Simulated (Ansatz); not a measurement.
**CdSe: 7 runs along one coordinate**

System: CdSe (P2₁, 4 atoms in the cell).
Method: DFT r2SCAN, scalar-relativistic, plane waves, PAW, no spin polarisation (Ansatz 0.2.0).

The 7 runs differ only in the geometry, by a strain of the cell at fixed fractional positions. Against run 4, the strain is εxx = −0.02 η, εxy = η and εyy = −0.02 η. The structure derives from an entry of the Crystallography Open Database.

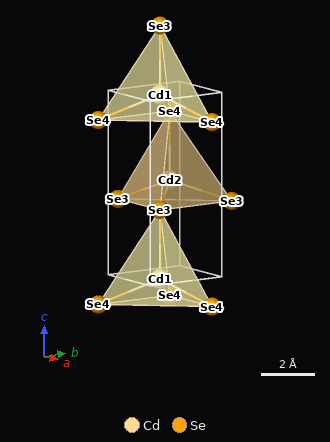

Figure 1. The structure of run 4 (polyhedral view of the cell of the calculation, seen slightly off an axis; polyhedra are completed across the faces of the cell; atoms are numbered from 1 in the order of the input). An atom can appear more than once, as a periodic image.

### Input of run 4
```yaml
crystal:
  lattice:
    - [4.2984999142, 0.0805968734, 0.0]
    - [-2.0794510173, 3.6823116872, 0.0]
    - [0.0, 0.0, 7.0152]
  atoms:
    - { symbol: Cd, position: [0.6666666667, 0.3333333333, 0.0] }
    - { symbol: Cd, position: [0.3333333333, 0.6666666667, 0.5] }
    - { symbol: Se, position: [0.6666666667, 0.3333333333, 0.375] }
    - { symbol: Se, position: [0.3333333333, 0.6666666667, 0.875] }
basis:
  ecutwfc: 500
kpoints:
  mp_grid: { grid: [6, 6, 4] }
hamiltonian:
  xc: r2scan
scf:
  occupations: { method: gaussian, width: 0.05 }
output:
  forces: true
  stress: true
  eigenvalues: true
```

Command:
```bash
ansatz run input.yaml --threads 1 --pin off --max-ram 2560MiB --backend cpu --events-out ev --progress --plain --runs-dir out
```

Run 2 differs from it as follows:
```diff
-    - [4.2984999142, 0.0805968734, 0.0]
-    - [-2.0794510173, 3.6823116872, 0.0]
+    - [4.2984999142, -0.1611937468, 0.0]
+    - [-2.2888478368, 3.8032069973, 0.0]
```

### Results, with one run withheld

| run | strain parameter η (%) | free energy per atom, from the lowest run given (meV) | pressure (GPa) | gap on the mesh (eV) |
| --- | --- | --- | --- | --- |
| 1 | −9.3783 | 72.94 | 2.77 | 0.85 |
| 2 | −5.6270 | ? | ? | ? |
| 3 | −0.9403 | 0.00 | 1.57 | 1.14 |
| 4 | 0.0000 | 3.42 | 1.62 | 1.10 |
| 5 | 0.9353 | 9.11 | 1.72 | 1.07 |
| 6 | 3.7513 | 40.21 | 2.23 | 0.95 |
| 7 | 4.6866 | 55.30 | 2.48 | 0.90 |

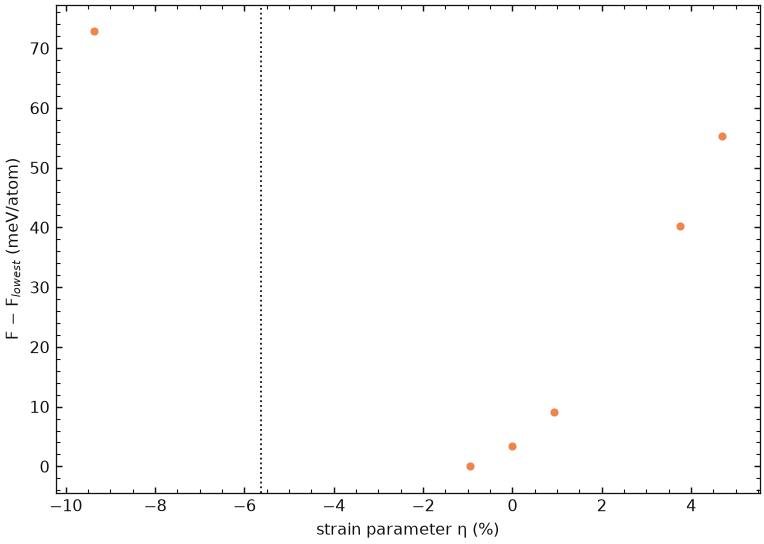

Figure 2. Free energy per atom of the runs given; the dotted line marks run 2.

What should run 2 give?

A cubic polynomial in the coordinate, fitted to the 6 runs given, misses them by at most 0.03 meV per atom. With x = η + 0.1576, it reads F = 2.6753 + 4.425 x + 1.3207 x² + 0.0015567 x³ (meV per atom). At run 2 it gives 17.73 meV per atom, and the run itself gives 17.14. The fit has its minimum at η = −1.8378 %. The fit misses that run by 0.59 meV per atom. The gap on the mesh lies between 0.85 eV (run 1) and 1.14 eV (run 3); run 2 has 1.03 eV. These are gaps of this functional on this mesh, which can miss the band edges; they aren't the measured gap.

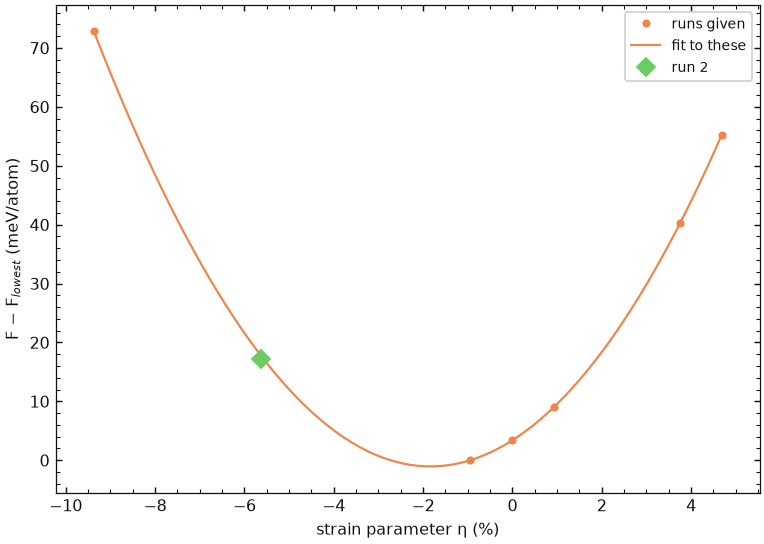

Figure 3. The fit and the withheld run.

### Output, shortened to warnings, some set-up lines, iterations and results (run 2)
```
Basis set: ecut = 500 eV, 2819 PW (Γ), exchange–correlation on 128×144×216 points (64 copies of the dense FFT grid, shifted against one another)
Symmetry: 2 space group operations
k-points: 60 of 144 (time reversal used)
Initial density: superposition of atomic densities (neutral atoms: chi_scale 0, normalization atom), corrected by the library's trained network
[...]
SCF iter   1: F=—  HF=-27495.563605 eV  |F-HF|=—  |Δ(HF+E_count)|=         —  Δρ=5.33e-3  dr2=2.03e-2  dr2_τ=3.10e-2  ethr=1.77e-3  ⟨swp⟩=6.4  Hψ=9704  notcnv=0  defer=33
SCF iter   2: F=—  HF=-27495.580230 eV  |F-HF|=—  |Δ(HF+E_count)|=   1.66e-2  Δρ=2.95e-3  dr2=5.20e-3  dr2_τ=9.81e-4  ethr=2.82e-5  ⟨swp⟩=2.0  Hψ=5107  notcnv=0  defer=173
SCF iter   3: F=—  HF=-27495.582189 eV  |F-HF|=—  |Δ(HF+E_count)|=   1.96e-3  Δρ=9.28e-4  dr2=7.61e-4  dr2_τ=5.91e-5  ethr=7.23e-6  ⟨swp⟩=2.3  Hψ=3670  notcnv=0  defer=113
SCF iter   4: F=—  HF=-27495.582480 eV  |F-HF|=—  |Δ(HF+E_count)|=   2.91e-4  Δρ=1.89e-4  dr2=3.74e-5  dr2_τ=2.51e-6  ethr=1.06e-6  ⟨swp⟩=2.3  Hψ=3853  notcnv=0  defer=113
SCF iter   5: F=—  HF=-27495.582533 eV  |F-HF|=—  |Δ(HF+E_count)|=   5.31e-5  Δρ=6.65e-5  dr2=6.63e-6  dr2_τ=1.53e-7  ethr=5.19e-8  ⟨swp⟩=2.3  Hψ=4284  notcnv=0  defer=113
SCF iter   6: F=—  HF=-27495.582536 eV  |F-HF|=—  |Δ(HF+E_count)|=   3.13e-6  Δρ=1.71e-5  dr2=2.90e-7  dr2_τ=9.27e-9  ethr=9.21e-9  ⟨swp⟩=2.0  Hψ=3547  notcnv=0  defer=113
SCF iter   7: F=-27495.582536 eV  HF=-27495.582536 eV  |F-HF|=1.28e-8  |Δ(HF+E_count)|=   1.79e-7  Δρ=3.93e-6  dr2=1.80e-8  dr2_τ=8.16e-10  ethr=1.39e-10  ⟨swp⟩=8.5  Hψ=11294 …
SCF 1 converged in 7 iterations: F = -27495.582536 eV  dr2 = 1.80e-8
SCF converged after 7 iterations
Free energy (F): -27495.582536 eV
Harris-Foulkes:  -27495.582536 eV  (|F-HF|=1.28e-8)
Internal energy: -27495.582536 eV  (E = F + TS)
E sigma→0 (E₀):  -27495.582536 eV
Fermi energy:    7.872390 eV
--- Per-component energies (eV) ---
  E_band       = -1852.501192
  E_kinetic    = 1249.876326
  E_local      = -12773.733401  (includes V_loc(G=0)·N_el)
  E_nonlocal   = -1121.599835
  E_hartree    = 6080.424100
  E_xc         = -533.947725
  E_vxc        = -704.245210  (∫ρ·V_xc dr)
  E_paw        = -12062.452180  (= ΣΔE_a)
  E_vpaw       = -708.715708  (= ΣTr[D̂ρ^β])
  E_aug_tail   = -0.000406  (compensation charges beyond the density's cutoff)
  E_vtau       = 45.059664  (kinetic-family band-sum trace: ∫τ·v_τ [+ j·A + Jᵃ·Aᵃ] dr)
  E_ewald      = -8329.490333
  E_core_change = -4.659082  (= ΣΔE_core)
  E_smearing   = -0.000000  (= −TS)
  E_closure    = -0.000000  (closes the sum)
  Σ components = -27495.582536   (vs F -27495.582536, Δ=0.00e0)
--- Forces (eV/Å), atoms counted from 1 ---
  atom   1  Cd    -0.43143184    -0.04899603     0.02660035
  atom   2  Cd     0.43143184     0.04899603     0.02660035
  atom   3  Se    -0.52944632    -0.04966449    -0.02661575
  atom   4  Se     0.52944632     0.04966449    -0.02661575
  max |Σ_I F_I| component: 3.08e-5 eV/Å
--- Stress (GPa, compression-positive) ---
        2.031525       2.722028       0.000000
        2.722028       1.799260       0.000000
        0.000000       0.000000       1.717567
  P = ⅓ Tr σ = 1.8495 GPa (18.495 kbar)
```
